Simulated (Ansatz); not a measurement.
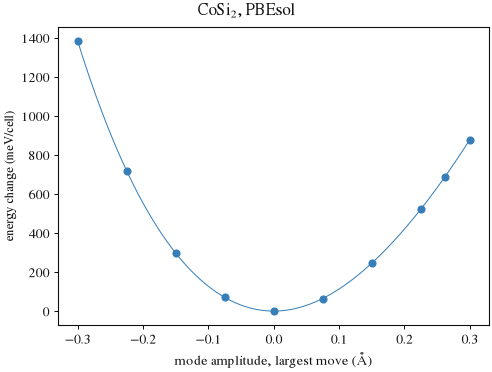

The plot gives the computed energy change against mode amplitude for CoSi₂, space group Fm-3m (No. 225).

Starting cell:
```
CELL_PARAMETERS angstrom
0.00000 2.65625 2.65625
2.65625 0.00000 2.65625
2.65625 2.65625 0.00000
ATOMIC_POSITIONS crystal
Co 0.00000 0.00000 0.00000
Si 0.25000 0.25000 0.25000
Si 0.75000 0.75000 0.75000
```

Displacement pattern for amplitude 1 (x, y, z for each atom, in the order of the cell):
```csv
atom,x,y,z
Co1,0.00,0.00,0.00
Si2,0.58,0.58,0.58
Si3,-0.58,-0.58,-0.58
```

How it was computed, with Ansatz 0.2.0: a normal mode of the cell frozen into a crystal at growing amplitude, by plane-wave density functional theory with PAW datasets, free energies less that of the undisturbed cell, pressure positive in compression; scalar-relativistic. Level: PBEsol, no spin polarisation.

- wave cutoff: 420 eV
- k mesh: 16×16×16
- occupations: Gaussian
- smearing width: 0.15 eV
- k shift: (0, 0, 0) (mesh steps)
- start: relaxed

From this curve and the settings, what does the calculation give for the force along the mode and pressure at the same points?

The force along the mode falls from 10.7 eV/Å at mode amplitude −0.3000 Å to −5.2 eV/Å at 0.3000 Å, and changes sign near 0.000 Å. The pressure goes from 17.5 GPa at mode amplitude −0.3000 Å to 11.8 GPa at 0.3000 Å, not monotonically, with a low of 0.0 GPa at 0.0000 Å.

```json
{"mode amplitude, largest move (Å)": "-0.3000", "force along the mode (eV/Å)": "10.7", "pressure (GPa)": "17.5"}
{"mode amplitude, largest move (Å)": "-0.2250", "force along the mode (eV/Å)": "7.1", "pressure (GPa)": "9.6"}
{"mode amplitude, largest move (Å)": "-0.1500", "force along the mode (eV/Å)": "4.2", "pressure (GPa)": "4.2"}
{"mode amplitude, largest move (Å)": "-0.0750", "force along the mode (eV/Å)": "1.9", "pressure (GPa)": "1.0"}
{"mode amplitude, largest move (Å)": "0.0000", "force along the mode (eV/Å)": "0.0", "pressure (GPa)": "0.0"}
{"mode amplitude, largest move (Å)": "0.0750", "force along the mode (eV/Å)": "-1.7", "pressure (GPa)": "0.9"}
{"mode amplitude, largest move (Å)": "0.1500", "force along the mode (eV/Å)": "-3.1", "pressure (GPa)": "3.4"}
{"mode amplitude, largest move (Å)": "0.2250", "force along the mode (eV/Å)": "-4.2", "pressure (GPa)": "7.2"}
{"mode amplitude, largest move (Å)": "0.2625", "force along the mode (eV/Å)": "-4.7", "pressure (GPa)": "9.4"}
{"mode amplitude, largest move (Å)": "0.3000", "force along the mode (eV/Å)": "-5.2", "pressure (GPa)": "11.8"}
```

Note: no spin polarisation, a magnetic state may lie lower.
